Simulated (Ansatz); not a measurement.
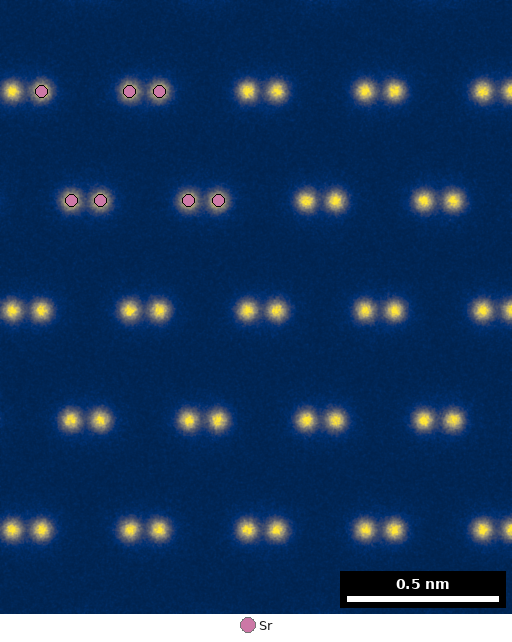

Z-contrast image of Sr (I4_1/amd, No. 141) along [100]. The image is simulated as a sum over atoms of Z^1.7, blurred by a 0.50 Å probe (no channelling). The probe carries 25 % of its weight in a tail 2.5 times as wide. Shot noise was added. Model: the end point of a relaxation with Ansatz 0.2.0, DFT PBEsol, scalar-relativistic, plane waves, PAW; the starting structure was generated, so it need not be a known form of this composition.

Coloured dots in one corner mark the columns of the model.

### Describe what the image shows.

The columns repeat on a centred rectangular net of 3.90 × 7.27 Å (plane group c2mm). All columns are alike (Sr). The shortest distance between visible columns is 0.98 Å in projection. Along the beam the structure repeats every 7.27 Å.
